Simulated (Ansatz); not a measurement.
**Two runs on TaN**

System: TaN (Fm-3m, 2 atoms in the cell).
Method of the first run: Kohn-Sham DFT of a periodic cell, PBE0, spin-orbit coupling, Ansatz PAW, no spin polarisation (Ansatz 0.2.0).

The structure derives from a Materials Project entry. Text and figures count atoms from 1; the logs count them from 0 in places.

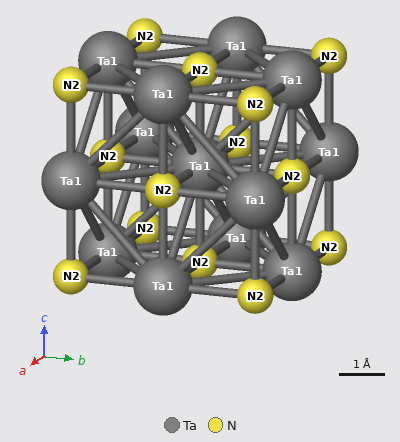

The input geometry (ball-and-stick view of the cell 4 times as large as that of the calculation, set on its symmetry axes, seen slightly off an axis; atoms are numbered from 1 in the order of the input). Near neighbours in the crystal (not all of them lie inside the picture): Ta has 6 N at 2.21 Å and 12 Ta at 3.13 Å; N has 6 Ta at 2.21 Å.

The input, the first run:
```yaml
crystal:
  lattice:
    - [0.0, 2.211323, 2.211323]
    - [2.211323, 0.0, 2.211323]
    - [2.211323, 2.211323, 0.0]
  atoms:
    - { symbol: Ta, position: [0.5, 0.5, 0.5] }
    - { symbol: "N", position: [0.0, 0.0, 0.0] }
hamiltonian:
  xc: pbe0
  pseudopotentials: { kind: paw_fr }
magnetization:
  noncollinear: true
  spin_orbit: true
kpoints:
  mp_grid: { grid: [4, 4, 4] }
scf:
  occupations: { method: fermi_dirac, width: 0.05 }
output:
  forces: true
  stress: true
  eigenvalues: true
  write_density: true
  write_potential: true
  elf: true
  volumetric_format: npy
```

Launched with:
```bash
ansatz run input.yaml --threads 2 --pin off --max-ram 5632MiB --backend cpu --events-out ev --progress --plain --runs-dir out
```

Hardware: 2 threads of Arm Neoverse V1, 24 GiB of memory available, shared host.

Output, shortened to warnings, some set-up lines, iterations and results (the first run):
```
Warning: output.stress: scf.convergence.dr2_threshold = 1e-7 eV (the SCF's general default) is looser than the 2e-10 eV advised for a printed stress (1e-10 eV for each atom of the cell: 2). What an SCF threshold leaves in a stress goes as its square root, and in the free energy as the threshold itself, and one threshold admits the most on a small cell: of the crystals measured, under no hybrid …
Warning: output.stress: scf.exx.energy_threshold = 1e-6 eV is looser than the 2e-8 eV advised for a stress under a hybrid functional (1e-8 eV for each atom of the cell: 2). Every SCF of the exchange loop can meet its threshold on dr2 while the loop round them stops early: no threshold on dr2 bounds what that leaves in the stress. Set scf.exx.energy_threshold to 2e-8 eV or tighter. The threshold …
Basis set: ecut = 420 eV, 411 PW (Γ), exchange–correlation on 48×48×48 points (8 copies of the dense FFT grid, shifted against one another)
Symmetry: 48 space group operations + 48 with time reversal
k-points: 8 of 64
Initial density: superposition of atomic densities (chi_scale 0.1, normalization cell, long waves kept (reshape's long-wave potential 0.00 eV rms))
[...]
SCF iter   1: F=—  HF=-10340.499549 eV  |F-HF|=—  |Δ(HF+E_count)|=         —  Δρ=5.32e-2  dr2=6.72e-1  dr2_m=0.00e0 (ungated)  ethr=1.00e-1  |M|=0.00e0 ∫|m|=0.00e0 μB  …
SCF iter   2: F=—  HF=-10340.408321 eV  |F-HF|=—  |Δ(HF+E_count)|=   9.12e-2  Δρ=3.31e-2  dr2=1.96e-1  dr2_m=0.00e0 (ungated)  ethr=3.73e-3  |M|=0.00e0 ∫|m|=0.00e0 μB  …
SCF iter   3: F=—  HF=-10340.398308 eV  |F-HF|=—  |Δ(HF+E_count)|=   1.00e-2  Δρ=1.07e-2  dr2=9.93e-3  dr2_m=0.00e0 (ungated)  ethr=5.43e-5  |M|=0.00e0 ∫|m|=0.00e0 μB  …
SCF iter   4: F=—  HF=-10340.400426 eV  |F-HF|=—  |Δ(HF+E_count)|=   2.12e-3  Δρ=1.68e-3  dr2=7.82e-4  dr2_m=0.00e0 (ungated)  ethr=5.43e-5  |M|=0.00e0 ∫|m|=0.00e0 μB  …
SCF iter   5: F=—  HF=-10340.400291 eV  |F-HF|=—  |Δ(HF+E_count)|=   1.35e-4  Δρ=4.79e-4  dr2=2.59e-5  dr2_m=0.00e0 (ungated)  ethr=4.35e-6  |M|=0.00e0 ∫|m|=0.00e0 μB  …
[... 16 lines ...]
SCF iter   4: F=—  HF=-10320.852784 eV  |F-HF|=—  |Δ(HF+E_count)|=   3.21e-7  Δρ=6.09e-6  dr2=1.84e-8  dr2_m=0.00e0 (ungated)  ethr=1.86e-10  |M|=0.00e0 ∫|m|=0.00e0 μB  …
SCF iter   5: F=—  HF=-10320.852784 eV  |F-HF|=—  |Δ(HF+E_count)|=  7.91e-10  Δρ=2.04e-6  dr2=1.57e-8  dr2_m=0.00e0 (ungated)  ethr=1.42e-11  |M|=0.00e0 ∫|m|=0.00e0 μB  …
SCF iter   6: F=—  HF=-10320.852784 eV  |F-HF|=—  |Δ(HF+E_count)|=  1.53e-10  Δρ=6.65e-7  dr2=1.54e-8  dr2_m=0.00e0 (ungated)  ethr=2.28e-12  |M|=0.00e0 ∫|m|=0.00e0 μB  …
SCF iter   7: F=-10320.852784 eV  HF=-10320.852784 eV  |F-HF|=8.41e-9  |Δ(HF+E_count)|=   1.44e-7  Δρ=5.71e-6  dr2=9.32e-9  dr2_m=0.00e0 (ungated)  ethr=1.06e-12 (applied; …
SCF 3 converged in 7 iterations: F = -10320.852784 eV  dr2 = 9.32e-9
  Residual-converged pass: ⟨swp⟩=1.1  Hψ=210  notcnv=0  max |occ|·‖R‖ = 2.2e-6 eV (tolerance 2.4e-6 eV)  dr2=9.32e-9  dr2_m=0.00e0 (ungated)  dr2_onsite=3.04e-10  max |Δocc| = 2.7e-14
hybrid outer 2: dexx = +8.283e-7 eV, tail = 2.84e-8 eV, Δε = 3.71e-3 eV (about 1.43e-4 eV left of the loop's levels)
hybrid SCF converged: 2 outer / 15 inner (+8 warm-up), last move |dexx| = 8.28e-7 eV, tail = 2.84e-8 eV
Magnetization: |M| = 0.0000 μB,  M = (+0.0000, +0.0000, +0.0000) μB
Absolute magnetization: 0.0000 μB (∫|m|)
  site 0: m = (+0.0000, +0.0000, +0.0000) μB, |m| = 0.0000 μB  (R = 0.91 Å)
  site 1: m = (+0.0000, +0.0000, +0.0000) μB, |m| = 0.0000 μB  (R = 0.91 Å)
Free energy (F): -10320.852784 eV
Frozen-core exchange: fock
Harris-Foulkes:  -10320.852784 eV  (|F-HF|=8.41e-9)
Internal energy: -10320.845729 eV  (E = F + TS)
E sigma→0 (E₀):  -10320.849257 eV
Entropy (-TS):   -0.007055 eV (-3.527 meV/atom)
Fermi energy:    21.153323 eV
--- Per-component energies (eV) ---
  E_band       = -93.320067
  E_kinetic    = 497.883547
  E_local      = -588.713597  (includes V_loc(G=0)·N_el)
  E_nonlocal   = 57.664491
  E_hartree    = 196.806749
  E_xc         = -215.547653
  E_vxc        = -217.594701  (∫ρ·V_xc dr)
  E_exx        = -56.967500  (= α·E_x^exact, valence–valence)
  E_paw        = -8529.964121  (= ΣΔE_a)
  E_vpaw       = -122.237580  (= ΣTr[D̂ρ^β])
  E_aug_tail   = 0.000153  (compensation charges beyond the density's cutoff)
  E_ewald      = -1678.620117
  E_core_change = -3.387681  (= ΣΔE_core)
  E_smearing   = -0.007055  (= −TS)
  E_closure    = 0.000000  (closes the sum)
  Σ components = -10320.852784   (vs F -10320.852784, Δ=0.00e0)
--- Forces (eV/Å), atoms counted from 1 ---
  atom   1  Ta     0.00000000     0.00000000    -0.00000000
  atom   2  N     -0.00000000    -0.00000000     0.00000000
  max |Σ_I F_I| component: 4.34e-26 eV/Å
--- Stress (GPa, compression-positive) ---
       -8.572581       0.000000       0.000000
        0.000000      -8.572581      -0.000000
        0.000000       0.000000      -8.572581
  P = ⅓ Tr σ = -8.5726 GPa (-85.726 kbar)
```

The input of the second run differs as follows (lines with − go, lines with + come):
```diff
-  xc: pbe0
+  xc: hse06
-  write_density: true
-  write_potential: true
-  elf: true
-  volumetric_format: npy
```

What does this change do to the results?

The total energies belong to different methods, so their difference says nothing on which is more stable or more accurate. The functional changes from PBE0 to HSE06. The SCF takes 19 iterations against 23.

Output, shortened to warnings, some set-up lines, iterations and results (the second run):
```
Warning: output.stress: scf.convergence.dr2_threshold = 1e-7 eV (the SCF's general default) is looser than the 2e-10 eV advised for a printed stress (1e-10 eV for each atom of the cell: 2). What an SCF threshold leaves in a stress goes as its square root, and in the free energy as the threshold itself, and one threshold admits the most on a small cell: of the crystals measured, under no hybrid …
Warning: output.stress: scf.exx.energy_threshold = 1e-6 eV is looser than the 2e-8 eV advised for a stress under a hybrid functional (1e-8 eV for each atom of the cell: 2). Every SCF of the exchange loop can meet its threshold on dr2 while the loop round them stops early: no threshold on dr2 bounds what that leaves in the stress. Set scf.exx.energy_threshold to 2e-8 eV or tighter. The threshold …
Basis set: ecut = 420 eV, 411 PW (Γ), exchange–correlation on 48×48×48 points (8 copies of the dense FFT grid, shifted against one another)
Symmetry: 48 space group operations + 48 with time reversal
k-points: 8 of 64
Initial density: superposition of atomic densities (chi_scale 0.1, normalization cell, long waves kept (reshape's long-wave potential 0.00 eV rms))
[...]
SCF iter   1: F=—  HF=-10340.499469 eV  |F-HF|=—  |Δ(HF+E_count)|=         —  Δρ=5.32e-2  dr2=6.72e-1  dr2_m=0.00e0 (ungated)  ethr=1.00e-1  |M|=0.00e0 ∫|m|=0.00e0 μB  …
SCF iter   2: F=—  HF=-10340.408377 eV  |F-HF|=—  |Δ(HF+E_count)|=   9.11e-2  Δρ=3.31e-2  dr2=1.96e-1  dr2_m=0.00e0 (ungated)  ethr=3.73e-3  |M|=0.00e0 ∫|m|=0.00e0 μB  …
SCF iter   3: F=—  HF=-10340.398415 eV  |F-HF|=—  |Δ(HF+E_count)|=   9.96e-3  Δρ=1.07e-2  dr2=9.94e-3  dr2_m=0.00e0 (ungated)  ethr=5.43e-5  |M|=0.00e0 ∫|m|=0.00e0 μB  …
SCF iter   4: F=—  HF=-10340.400530 eV  |F-HF|=—  |Δ(HF+E_count)|=   2.12e-3  Δρ=1.67e-3  dr2=7.80e-4  dr2_m=0.00e0 (ungated)  ethr=5.43e-5  |M|=0.00e0 ∫|m|=0.00e0 μB  …
SCF iter   5: F=—  HF=-10340.400396 eV  |F-HF|=—  |Δ(HF+E_count)|=   1.34e-4  Δρ=4.81e-4  dr2=2.63e-5  dr2_m=0.00e0 (ungated)  ethr=4.33e-6  |M|=0.00e0 ∫|m|=0.00e0 μB  …
[... 12 lines ...]
SCF iter   2: F=—  HF=-10323.280161 eV  |F-HF|=—  |Δ(HF+E_count)|=   1.66e-7  Δρ=6.80e-5  dr2=3.25e-7  dr2_m=0.00e0 (ungated)  ethr=7.44e-9  |M|=0.00e0 ∫|m|=0.00e0 μB  …
SCF iter   3: F=—  HF=-10323.280161 eV  |F-HF|=—  |Δ(HF+E_count)|=   8.98e-8  Δρ=2.99e-5  dr2=7.16e-8  dr2_m=0.00e0 (ungated)  ethr=1.77e-9  |M|=0.00e0 ∫|m|=0.00e0 μB  …
SCF iter   4: F=—  HF=-10323.280161 eV  |F-HF|=—  |Δ(HF+E_count)|=   1.65e-8  Δρ=1.20e-5  dr2=2.72e-8  dr2_m=0.00e0 (ungated)  ethr=3.97e-10  |M|=0.00e0 ∫|m|=0.00e0 μB  …
SCF iter   5: F=-10323.280161 eV  HF=-10323.280161 eV  |F-HF|=2.26e-10  |Δ(HF+E_count)|=   9.97e-9  Δρ=1.70e-6  dr2=2.94e-10  dr2_m=0.00e0 (ungated)  ethr=1.47e-10  …
SCF 3 converged in 5 iterations: F = -10323.280161 eV  dr2 = 2.94e-10
  Residual-converged pass: ⟨swp⟩=2.9  Hψ=394  notcnv=0  max |occ|·‖R‖ = 2.4e-6 eV (tolerance 2.4e-6 eV)  dr2=2.73e-10  dr2_m=0.00e0 (ungated)  dr2_onsite=3.86e-11  max |Δocc| = 2.5e-12
hybrid outer 2: dexx = +3.727e-7 eV, tail = 5.95e-9 eV, Δε = 1.70e-3 eV (about 3.84e-5 eV left of the loop's levels)
hybrid SCF converged: 2 outer / 11 inner (+8 warm-up), last move |dexx| = 3.73e-7 eV, tail = 5.95e-9 eV
Magnetization: |M| = 0.0000 μB,  M = (+0.0000, +0.0000, +0.0000) μB
Absolute magnetization: 0.0000 μB (∫|m|)
  site 0: m = (+0.0000, +0.0000, +0.0000) μB, |m| = 0.0000 μB  (R = 0.91 Å)
  site 1: m = (+0.0000, +0.0000, +0.0000) μB, |m| = 0.0000 μB  (R = 0.91 Å)
Free energy (F): -10323.280161 eV
Frozen-core exchange: fock
Harris-Foulkes:  -10323.280161 eV  (|F-HF|=2.26e-10)
Internal energy: -10323.269325 eV  (E = F + TS)
E sigma→0 (E₀):  -10323.274743 eV
Entropy (-TS):   -0.010836 eV (-5.418 meV/atom)
Fermi energy:    21.267465 eV
--- Per-component energies (eV) ---
  E_band       = -86.348790
  E_kinetic    = 498.009736
  E_local      = -589.011527  (includes V_loc(G=0)·N_el)
  E_nonlocal   = 57.708819
  E_hartree    = 196.979519
  E_xc         = -223.367489
  E_vxc        = -224.174118  (∫ρ·V_xc dr)
  E_exx        = -49.594914  (= α·E_x^exact, valence–valence)
  E_paw        = -8532.000268  (= ΣΔE_a)
  E_vpaw       = -123.651155  (= ΣTr[D̂ρ^β])
  E_aug_tail   = 0.000153  (compensation charges beyond the density's cutoff)
  E_ewald      = -1678.620117
  E_core_change = -3.373237  (= ΣΔE_core)
  E_smearing   = -0.010836  (= −TS)
  E_closure    = -0.000000  (closes the sum)
  Σ components = -10323.280161   (vs F -10323.280161, Δ=0.00e0)
--- Forces (eV/Å), atoms counted from 1 ---
  atom   1  Ta     0.00000000     0.00000000    -0.00000000
  atom   2  N     -0.00000000     0.00000000    -0.00000000
  max |Σ_I F_I| component: 1.71e-30 eV/Å
--- Stress (GPa, compression-positive) ---
       -8.626758       0.000000      -0.000000
        0.000000      -8.626758      -0.000000
       -0.000000       0.000000      -8.626758
  P = ⅓ Tr σ = -8.6268 GPa (-86.268 kbar)
```

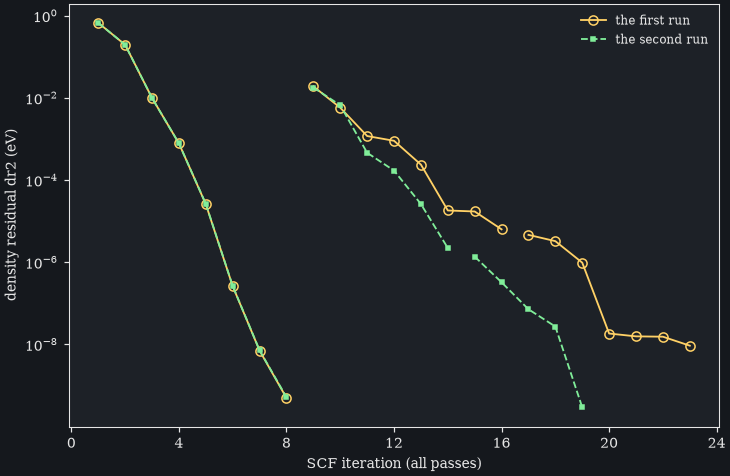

Convergence of the two runs: density residual dr2 against the SCF iteration. A break in a curve parts two SCF passes. The first run takes 23 iterations in all, and the second run takes 19.

The two runs side by side:

```csv
quantity,the first run,the second run
outcome,converged,converged
free energy per atom (eV),−5160.4264,−5161.6401
"energy per atom, smearing taken to zero (eV)",−5160.4246,−5161.6374
gap on the mesh (eV),0.00,0.00
pressure (GPa),−8.57,−8.63
largest force (eV/Å),0.000,0.000
SCF iterations,23,19
irreducible k-points,8,8
plane waves at Γ,411,411
wall time (shared host),22 s,23 s
```

For both runs: Warnings: the exchange loop's threshold is looser than advised for the stress; the SCF threshold is looser than advised for the printed stress. The k-point mesh is coarse for a cell of this size, so the results may not be converged.
